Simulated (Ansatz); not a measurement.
## Run report: AlNi₅, geometry relaxation (part 1 of 3)

AlNi₅ (P1, 12 atoms in the cell), computed with DFT PBE, scalar-relativistic, plane waves, PAW, spin-polarised (Ansatz 0.2.0).

The structure was made by a generator, so it may or may not be a known phase. Figures and captions count atoms from 1; the log counts them from 0 in places.

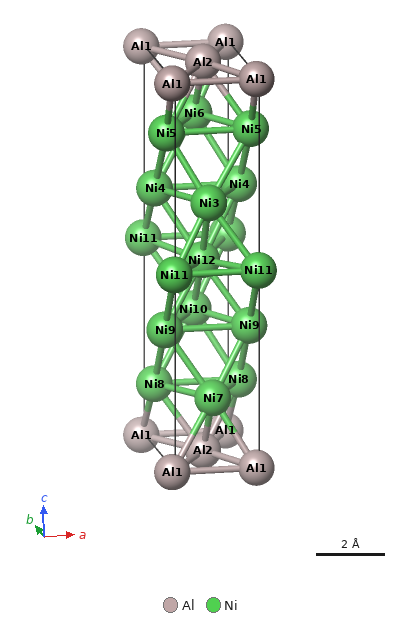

Fig. 1: The starting structure (ball-and-stick view of the cell of the calculation, seen slightly off an axis; atoms are numbered from 1 in the order of the input). An atom can appear more than once, as a periodic image. Near neighbours in the periodic cell (some may lie outside the picture): Al has 6 Al at 2.52 to 2.66 Å and 6 Ni at 2.32 to 2.55 Å; Ni has 12 Ni at 2.37 to 2.65 Å; Ni has 3 Al at 2.32 to 2.55 Å and 9 Ni at 2.41 to 2.73 Å.

Input:
```yaml
crystal:
  lattice:
    - [2.5284708906, -0.0115354343, 0.0050110834]
    - [-0.0199799583, 4.5069889495, 0.0002801029]
    - [0.0233238193, 0.0007527054, 11.8294381031]
  atoms:
    - { symbol: Al, position: [0.9679039574, 0.0087438157, -0.0023217939] }
    - { symbol: Al, position: [0.5180470355, 0.5079107009, -0.0004937424] }
    - { symbol: Ni, position: [0.4570967563, 0.158983591, 0.6702715619], spin: -0.66 }
    - { symbol: Ni, position: [0.9989560668, 0.6651752545, 0.6652283621], spin: -0.66 }
    - { symbol: Ni, position: [1.0197569169, 0.3371845899, 0.8381674453], spin: -0.2 }
    - { symbol: Ni, position: [0.5349874721, 0.8471556292, 0.8358142975], spin: -0.2 }
    - { symbol: Ni, position: [0.5137285301, 0.1877860673, 0.1652742291], spin: -0.2 }
    - { symbol: Ni, position: [0.9931659559, 0.6554170051, 0.1629425142], spin: -0.2 }
    - { symbol: Ni, position: [0.9986341424, 0.3331944862, 0.3321643348], spin: -0.66 }
    - { symbol: Ni, position: [0.5188088093, 0.8250239091, 0.3338163532], spin: -0.66 }
    - { symbol: Ni, position: [0.9859047913, -0.0088766697, 0.5066643605], spin: -0.77 }
    - { symbol: Ni, position: [0.493009566, 0.4823016209, 0.4924720776], spin: -0.77 }
basis:
  ecutwfc: 420
kpoints:
  mp_grid: { grid: [8, 6, 2] }
hamiltonian:
  xc: pbe
scf:
  occupations: { method: gaussian, width: 0.2 }
  lower_state_search: "off"
output:
  forces: true
  stress: true
  eigenvalues: true
  populations: true
magnetization:
  spin_polarized: true
relax:
  adjacent_minimum: "off"
  f_tol: 0.025
  max_steps: 60
  cell: { stress_tol: 0.25 }
```

Hardware: 4 threads of Arm Neoverse V2, 24 GiB of memory available, shared host.

Run as:
```bash
ansatz run input.yaml --threads 4 --pin off --max-ram 8192MiB --backend cpu --events-out ev --progress --plain --runs-dir out
```

What the program printed:
```
Engine: ansatz 0.2.0, aarch64-unknown-linux-gnu
Pseudopotentials: kind: paw
Pseudopotential: Al, paw, valence charge 3, recommended cutoff 420 eV (normal), Al.paw.azcp
Pseudopotential: Ni, paw, valence charge 18, recommended cutoff 420 eV (normal), Ni.paw.azcp
Functional definition: PBE
  parameter kappa = 0.804
  parameter beta = 0.06672455060314922
  exchange = pbe_x(kappa = kappa, mu = beta*pi^2/3)
  correlation = pbe_c(beta = beta)
Crystal: 12 atoms, lattice volume = 134.803 Å³
Basis set: ecut = 420 eV, 2659 PW (Γ), exchange–correlation on 36×64×160 points (8 copies of the dense FFT grid, shifted against one another)
Bands: 115, of which v1, the nominal top of the filled ones, is band 93 counted from 1 (92 counted from 0)
Symmetry: 1 space group operations
Space group: P1 (ITA 1), of the structure as read, at distance tolerance 5.1e-5 Å
Magnetic group: BNS 1.1 (UNI 1), of the structure as read, at distance tolerance 5.1e-5 Å
k-points: 52 of 96 (time reversal used)
Non-local potential: Al, projectors of the file, l = 0: 2, l = 1: 2, l = 2: 1
Non-local potential: Ni, projectors of the file, l = 0: 3, l = 1: 2, l = 2: 3, l = 3: 1
PAW form: soft (Blöchl's): semilocal exchange-correlation on the pseudo side does not see the compensation charge
PAW one-centre angular grid: Al, 110 points (default); XC on 64 Gauss nodes
PAW one-centre angular grid: Ni, 590 points (default); XC on 64 Gauss nodes
Initial density: superposition of atomic densities (chi_scale 0.1, normalization cell)
Starting moments: Σ|m| = 4.98 μB on 10 of 12 sites
Initial wavefunctions: pseudopotential atomic-orbital guess
Functional: x = pbe(κ = 0.804, μ = 0.2195149727645171), c = pbe(β = 0.06672455060314922)
SCF iter   1: F=—  HF=-59474.027824 eV  |F-HF|=—  |Δ(HF+E_count)|=         —  Δρ=5.84e-2 (↑5.84e-2 ↓3.87e-2)  dr2=1.84e1  dr2_m=4.32e-1  M=-4.517 μB ∫|m|=4.757 μB  β_m=0.30  ethr=3.10e-3  ⟨swp⟩=4.8  Hψ=37825  notcnv=0  defer=51
preconditioner: auto → Kerker (q_TF=auto, 2.879 Å⁻¹)  [metal: Δε(μ)=0.004 eV  Ē_g=7.852 eV  σ=0.200 eV  W_gap=0.01  n_scr=48 (ndim 8)  ℏωp=32.9 eV  f_vac=0.000  D(μ)=14.64/eV (n_scr^D=196)]
spin=Collinear: Kerker preconditioning applied to the charge; magnetization (m = ρ↑ − ρ↓) channel mixes plain (no charge-response kernel on spin).
SCF iter   2: F=—  HF=-59474.513141 eV  |F-HF|=—  |Δ(HF+E_count)|=   4.85e-1  Δρ=1.15e-1 (↑1.15e-1 ↓6.34e-2)  dr2=5.89e1  dr2_m=1.56e0  M=-2.513 μB ∫|m|=2.927 μB  β_m=0.30  ethr=3.10e-3  ⟨swp⟩=2.2  Hψ=18183  notcnv=0  defer=1209
SCF iter   3: F=—  HF=-59473.560305 eV  |F-HF|=—  |Δ(HF+E_count)|=   9.53e-1  Δρ=4.22e-2 (↑4.22e-2 ↓2.12e-2)  dr2=9.30e0  dr2_m=3.72e-1  M=-4.256 μB ∫|m|=4.598 μB  β_m=0.30  ethr=3.10e-3  ⟨swp⟩=2.1  Hψ=16614  notcnv=0  defer=1209
SCF iter   4: F=—  HF=-59473.235045 eV  |F-HF|=—  |Δ(HF+E_count)|=   3.25e-1  Δρ=2.28e-2 (↑2.28e-2 ↓1.18e-2)  dr2=2.60e0  dr2_m=1.15e-1  M=-4.038 μB ∫|m|=4.447 μB  β_m=0.30  ethr=3.10e-3  ⟨swp⟩=2.0  Hψ=14359  notcnv=0  defer=1196
SCF iter   5: F=—  HF=-59473.163034 eV  |F-HF|=—  |Δ(HF+E_count)|=   7.20e-2  Δρ=3.44e-2 (↑3.44e-2 ↓1.10e-2)  dr2=4.97e0  dr2_m=2.00e-1  M=-3.911 μB ∫|m|=4.370 μB  β_m=0.30  ethr=1.40e-3  ⟨swp⟩=2.0  Hψ=11550  notcnv=0  defer=1196
SCF iter   6: F=—  HF=-59473.068833 eV  |F-HF|=—  |Δ(HF+E_count)|=   9.42e-2  Δρ=2.38e-2 (↑2.38e-2 ↓1.18e-2)  dr2=2.31e0  dr2_m=7.52e-2  M=-3.731 μB ∫|m|=4.231 μB  β_m=0.30  ethr=1.40e-3  ⟨swp⟩=2.0  Hψ=11787  notcnv=0  defer=1194
SCF iter   7: F=—  HF=-59473.055156 eV  |F-HF|=—  |Δ(HF+E_count)|=   1.37e-2  Δρ=1.62e-2 (↑1.62e-2 ↓9.92e-3)  dr2=1.58e0  dr2_m=1.86e-2  M=-3.739 μB ∫|m|=4.261 μB  β_m=0.30  ethr=1.24e-3  ⟨swp⟩=1.0  Hψ=11781  notcnv=0  defer=1194
SCF iter   8: F=—  HF=-59473.049953 eV  |F-HF|=—  |Δ(HF+E_count)|=   5.20e-3  Δρ=5.79e-3 (↑5.79e-3 ↓3.87e-3)  dr2=1.12e-1  dr2_m=9.84e-3  M=-3.906 μB ∫|m|=4.439 μB  β_m=1.00  ethr=8.48e-4  ⟨swp⟩=1.0  Hψ=11090  notcnv=0  defer=1194
SCF iter   9: F=—  HF=-59473.053600 eV  |F-HF|=—  |Δ(HF+E_count)|=   3.65e-3  Δρ=5.82e-3 (↑5.82e-3 ↓1.55e-3)  dr2=4.54e-2  dr2_m=1.20e-2  M=-3.974 μB ∫|m|=4.559 μB  β_m=0.30  ethr=6.04e-5  ⟨swp⟩=1.0  Hψ=12034  notcnv=0  defer=1194
SCF iter  10: F=—  HF=-59473.056012 eV  |F-HF|=—  |Δ(HF+E_count)|=   2.41e-3  Δρ=4.52e-3 (↑4.52e-3 ↓2.18e-3)  dr2=4.95e-2  dr2_m=7.66e-3  M=-4.018 μB ∫|m|=4.613 μB  β_m=0.30  ethr=2.44e-5  ⟨swp⟩=1.2  Hψ=11509  notcnv=0  defer=1194
SCF iter  11: F=—  HF=-59473.057413 eV  |F-HF|=—  |Δ(HF+E_count)|=   1.40e-3  Δρ=3.20e-3 (↑3.20e-3 ↓1.73e-3)  dr2=2.15e-2  dr2_m=3.21e-3  M=-3.996 μB ∫|m|=4.603 μB  β_m=0.30  ethr=2.44e-5  ⟨swp⟩=1.0  Hψ=10851  notcnv=0  defer=1194
SCF iter  12: F=—  HF=-59473.055520 eV  |F-HF|=—  |Δ(HF+E_count)|=   1.89e-3  Δρ=4.43e-3 (↑4.43e-3 ↓2.74e-3)  dr2=6.68e-2  dr2_m=8.23e-3  M=-4.065 μB ∫|m|=4.678 μB  β_m=0.30  ethr=1.16e-5  ⟨swp⟩=2.1  Hψ=15143  notcnv=0  defer=1194
SCF iter  13: F=—  HF=-59473.057038 eV  |F-HF|=—  |Δ(HF+E_count)|=   1.52e-3  Δρ=3.29e-3 (↑3.29e-3 ↓1.97e-3)  dr2=3.84e-2  dr2_m=4.93e-3  M=-4.072 μB ∫|m|=4.694 μB  β_m=0.30  ethr=1.16e-5  ⟨swp⟩=1.0  Hψ=10815  notcnv=0  defer=1194
SCF iter  14: F=—  HF=-59473.057748 eV  |F-HF|=—  |Δ(HF+E_count)|=   7.10e-4  Δρ=1.67e-3 (↑1.67e-3 ↓1.26e-3)  dr2=7.66e-3  dr2_m=1.83e-3  M=-4.067 μB ∫|m|=4.696 μB  β_m=1.00  ethr=1.16e-5  ⟨swp⟩=1.0  Hψ=10817  notcnv=0  defer=1194
SCF iter  15: F=—  HF=-59473.057458 eV  |F-HF|=—  |Δ(HF+E_count)|=   2.90e-4  Δρ=1.31e-3 (↑1.31e-3 ↓6.53e-4)  dr2=7.17e-3  dr2_m=5.55e-4  M=-4.080 μB ∫|m|=4.722 μB  β_m=0.30  ethr=4.12e-6  ⟨swp⟩=1.0  Hψ=10815  notcnv=0  defer=1194
Mixer restart at iter 15: flushing history
spin-set hold released at iteration 15 (site moments' squared step at or under half its running peak, from the soft ceiling on): the magnetisation degrees of freedom join the quasi-Newton model from the next iteration; the mixer history was flushed
SCF iter  16: F=—  HF=-59473.058378 eV  |F-HF|=—  |Δ(HF+E_count)|=   9.20e-4  Δρ=3.14e-3 (↑3.14e-3 ↓1.04e-3)  dr2=3.49e-2  dr2_m=1.43e-3  M=-4.063 μB ∫|m|=4.710 μB  β_m=0.14  ethr=3.85e-6  ⟨swp⟩=1.1  Hψ=10932  notcnv=0  defer=1194  recentre
SCF iter  17: F=—  HF=-59473.057700 eV  |F-HF|=—  |Δ(HF+E_count)|=   6.77e-4  Δρ=1.23e-3 (↑1.23e-3 ↓5.52e-4)  dr2=5.80e-3  dr2_m=5.56e-4  M=-4.083 μB ∫|m|=4.728 μB  β_m=0.06  ethr=3.85e-6  ⟨swp⟩=1.0  Hψ=10900  notcnv=0  defer=1194
SCF iter  18: F=—  HF=-59473.057893 eV  |F-HF|=—  |Δ(HF+E_count)|=   1.92e-4  Δρ=6.05e-4 (↑5.18e-4 ↓6.05e-4)  dr2=2.03e-3  dr2_m=2.09e-4  M=-4.089 μB ∫|m|=4.736 μB  β_m=0.02  ethr=3.12e-6  ⟨swp⟩=1.0  Hψ=10788  notcnv=0  defer=1194
SCF iter  19: F=—  HF=-59473.058026 eV  |F-HF|=—  |Δ(HF+E_count)|=   1.33e-4  Δρ=4.76e-4 (↑4.18e-4 ↓4.76e-4)  dr2=2.43e-4  dr2_m=2.21e-4  M=-4.090 μB ∫|m|=4.740 μB  β_m=0.06  ethr=1.09e-6  ⟨swp⟩=1.0  Hψ=10759  notcnv=0  defer=1194
SCF iter  20: F=—  HF=-59473.058268 eV  |F-HF|=—  |Δ(HF+E_count)|=   2.42e-4  Δρ=5.20e-4 (↑5.20e-4 ↓4.68e-4)  dr2=8.97e-5  dr2_m=2.74e-4  M=-4.109 μB ∫|m|=4.769 μB  β_m=0.24  ethr=1.31e-7  ⟨swp⟩=2.0  Hψ=18896  notcnv=0  defer=1194
SCF iter  21: F=—  HF=-59473.058288 eV  |F-HF|=—  |Δ(HF+E_count)|=   1.97e-5  Δρ=5.11e-4 (↑5.11e-4 ↓4.61e-4)  dr2=2.99e-4  dr2_m=2.62e-4  M=-4.123 μB ∫|m|=4.788 μB  β_m=0.48  ethr=4.82e-8  ⟨swp⟩=2.0  Hψ=15590  notcnv=0  defer=1194
SCF iter  22: F=—  HF=-59473.058379 eV  |F-HF|=—  |Δ(HF+E_count)|=   9.05e-5  Δρ=6.82e-4 (↑6.82e-4 ↓3.18e-4)  dr2=1.06e-3  dr2_m=9.13e-5  M=-4.143 μB ∫|m|=4.819 μB  β_m=0.37  ethr=4.82e-8  ⟨swp⟩=2.0  Hψ=18474  notcnv=0  defer=1194
SCF iter  23: F=—  HF=-59473.058364 eV  |F-HF|=—  |Δ(HF+E_count)|=   1.43e-5  Δρ=5.57e-4 (↑5.57e-4 ↓2.45e-4)  dr2=6.76e-4  dr2_m=4.84e-5  M=-4.142 μB ∫|m|=4.817 μB  β_m=0.28  ethr=4.82e-8  ⟨swp⟩=2.0  Hψ=20080  notcnv=0  defer=1194
SCF iter  24: F=—  HF=-59473.058346 eV  |F-HF|=—  |Δ(HF+E_count)|=   1.84e-5  Δρ=2.38e-4 (↑2.38e-4 ↓1.24e-4)  dr2=9.98e-5  dr2_m=1.95e-5  M=-4.143 μB ∫|m|=4.819 μB  β_m=0.42  ethr=4.82e-8  ⟨swp⟩=2.0  Hψ=13258  notcnv=0  defer=1194
SCF iter  25: F=—  HF=-59473.058315 eV  |F-HF|=—  |Δ(HF+E_count)|=   3.12e-5  Δρ=1.68e-4 (↑1.68e-4 ↓8.07e-5)  dr2=4.18e-5  dr2_m=1.35e-5  M=-4.143 μB ∫|m|=4.819 μB  β_m=0.65  ethr=4.82e-8  ⟨swp⟩=1.1  Hψ=10792  notcnv=0  defer=1194
SCF iter  26: F=—  HF=-59473.058324 eV  |F-HF|=—  |Δ(HF+E_count)|=   9.45e-6  Δρ=3.35e-4 (↑3.35e-4 ↓1.61e-4)  dr2=4.32e-4  dr2_m=1.92e-5  M=-4.145 μB ∫|m|=4.821 μB  β_m=0.49  ethr=2.25e-8  ⟨swp⟩=2.0  Hψ=15225  notcnv=0  defer=1194  recentre
SCF iter  27: F=—  HF=-59473.058320 eV  |F-HF|=—  |Δ(HF+E_count)|=   3.95e-6  Δρ=2.36e-4 (↑2.36e-4 ↓1.37e-4)  dr2=2.83e-4  dr2_m=8.56e-6  M=-4.145 μB ∫|m|=4.821 μB  β_m=0.36  ethr=2.25e-8  ⟨swp⟩=2.2  Hψ=15226  notcnv=0  defer=1194
SCF iter  28: F=—  HF=-59473.058315 eV  |F-HF|=—  |Δ(HF+E_count)|=   5.26e-6  Δρ=1.48e-4 (↑1.48e-4 ↓3.50e-5)  dr2=5.55e-5  dr2_m=7.01e-6  M=-4.143 μB ∫|m|=4.819 μB  β_m=0.36  ethr=2.25e-8  ⟨swp⟩=2.0  Hψ=14219  notcnv=0  defer=1194
SCF iter  29: F=—  HF=-59473.058315 eV  |F-HF|=—  |Δ(HF+E_count)|=   3.11e-7  Δρ=5.58e-5 (↑5.58e-5 ↓1.72e-5)  dr2=5.81e-6  dr2_m=1.29e-6  M=-4.144 μB ∫|m|=4.820 μB  β_m=0.61  ethr=2.25e-8  ⟨swp⟩=1.0  Hψ=10759  notcnv=0  defer=1194
SCF iter  30: F=—  HF=-59473.058316 eV  |F-HF|=—  |Δ(HF+E_count)|=   1.65e-6  Δρ=8.47e-5 (↑8.47e-5 ↓3.10e-5)  dr2=2.12e-5  dr2_m=1.18e-6  M=-4.144 μB ∫|m|=4.820 μB  β_m=0.61  ethr=3.12e-9  ⟨swp⟩=1.1  Hψ=10951  notcnv=0  defer=1194
SCF iter  31: F=—  HF=-59473.058317 eV  |F-HF|=—  |Δ(HF+E_count)|=   9.80e-7  Δρ=1.35e-4 (↑1.35e-4 ↓4.49e-5)  dr2=4.02e-5  dr2_m=2.84e-6  M=-4.145 μB ∫|m|=4.821 μB  β_m=0.43  ethr=3.12e-9  ⟨swp⟩=2.0  Hψ=15182  notcnv=0  defer=1194
SCF iter  32: F=—  HF=-59473.058316 eV  |F-HF|=—  |Δ(HF+E_count)|=   7.87e-7  Δρ=7.23e-5 (↑7.23e-5 ↓2.87e-5)  dr2=1.23e-5  dr2_m=1.37e-6  M=-4.146 μB ∫|m|=4.822 μB  β_m=0.36  ethr=3.12e-9  ⟨swp⟩=2.0  Hψ=15123  notcnv=0  defer=1194
SCF iter  33: F=—  HF=-59473.058317 eV  |F-HF|=—  |Δ(HF+E_count)|=   6.89e-8  Δρ=6.80e-5 (↑6.80e-5 ↓3.54e-5)  dr2=1.27e-5  dr2_m=7.49e-7  M=-4.146 μB ∫|m|=4.822 μB  β_m=0.26  ethr=3.12e-9  ⟨swp⟩=2.1  Hψ=14860  notcnv=0  defer=1194
SCF iter  34: F=—  HF=-59473.058317 eV  |F-HF|=—  |Δ(HF+E_count)|=   4.79e-9  Δρ=6.23e-5 (↑6.23e-5 ↓3.00e-5)  dr2=9.39e-6  dr2_m=5.94e-7  M=-4.146 μB ∫|m|=4.823 μB  β_m=0.18  ethr=3.12e-9  ⟨swp⟩=1.1  Hψ=10925  notcnv=0  defer=1194
SCF iter  35: F=—  HF=-59473.058316 eV  |F-HF|=—  |Δ(HF+E_count)|=   4.14e-7  Δρ=2.40e-5 (↑2.40e-5 ↓1.43e-5)  dr2=1.18e-6  dr2_m=2.42e-7  M=-4.147 μB ∫|m|=4.823 μB  β_m=0.17  ethr=3.12e-9  ⟨swp⟩=1.0  Hψ=10775  notcnv=0  defer=1194
SCF iter  36: F=—  HF=-59473.058316 eV  |F-HF|=—  |Δ(HF+E_count)|=   3.08e-8  Δρ=1.28e-5 (↑1.28e-5 ↓9.66e-6)  dr2=2.09e-7  dr2_m=1.10e-7  M=-4.147 μB ∫|m|=4.823 μB  β_m=0.18  ethr=6.36e-10  ⟨swp⟩=1.0  Hψ=10759  notcnv=0  defer=1194
SCF iter  37: F=—  HF=-59473.058316 eV  |F-HF|=—  |Δ(HF+E_count)|=  7.28e-10  Δρ=1.12e-5 (↑1.12e-5 ↓8.96e-6)  dr2=3.14e-7  dr2_m=7.70e-8  M=-4.147 μB ∫|m|=4.824 μB  β_m=0.27  ethr=1.12e-10  ⟨swp⟩=1.2  Hψ=11066  notcnv=0  defer=1194
SCF iter  38: F=—  HF=-59473.058316 eV  |F-HF|=—  |Δ(HF+E_count)|=   7.38e-8  Δρ=1.71e-5 (↑1.71e-5 ↓7.58e-6)  dr2=6.45e-7  dr2_m=5.55e-8  M=-4.147 μB ∫|m|=4.824 μB  β_m=0.19  ethr=1.12e-10  ⟨swp⟩=2.2  Hψ=15562  notcnv=0  defer=1194
SCF iter  39: F=—  HF=-59473.058316 eV  |F-HF|=—  |Δ(HF+E_count)|=   2.15e-8  Δρ=8.08e-6 (↑8.08e-6 ↓1.98e-6)  dr2=1.23e-7  dr2_m=2.03e-8  M=-4.147 μB ∫|m|=4.824 μB  β_m=0.15  ethr=1.12e-10  ⟨swp⟩=2.0  Hψ=13191  notcnv=0  defer=1194
SCF iter  40: F=-59473.058316 eV  HF=-59473.058316 eV  |F-HF|=7.72e-9  |Δ(HF+E_count)|=   1.76e-9  Δρ=3.38e-6 (↑3.38e-6 ↓1.20e-6)  dr2=1.19e-8  dr2_m=4.61e-9  M=-4.147 μB ∫|m|=4.824 μB  ethr=5.38e-11  ⟨swp⟩=9.2  Hψ=49158  notcnv=0
SCF 1 converged in 40 iterations: F = -59473.058316 eV  dr2 = 1.19e-8
  greatest PAW one-centre occupation: 1.001 electrons in one spin orbital (limit 2), on the Ni atom at site 10 (counted from 0), in its partial waves of l = 1
relax step   1: F+E_penalty+E_count = -59473.05831618 eV  Δ(F+E_penalty+E_count) = +0.000e0 eV  max|allowed force component| = 9.925e-1 eV/Å  Δτ_max = 0.0000 Å  P = +4.333 GPa  Ω = 134.803 Å³  (40 SCF iters, dr2 threshold 1.00e-7 eV, accepted)
Crystal: 12 atoms, lattice volume = 135.749 Å³
Basis set: ecut = 420 eV, 2683 PW (Γ), exchange–correlation on 36×64×160 points (8 copies of the dense FFT grid, shifted against one another)
Initial density: handed on by an earlier stage of this run
Starting moments: Σ|m| = 4.98 μB on 10 of 12 sites; this step starts from the density that it was given
Initial wavefunctions: those handed on with the density
iter 1 solved again at ethr=8.49e-5 eV; its pass at ethr=3.10e-3 eV (dr2=1.58e-1 eV) is discarded
```
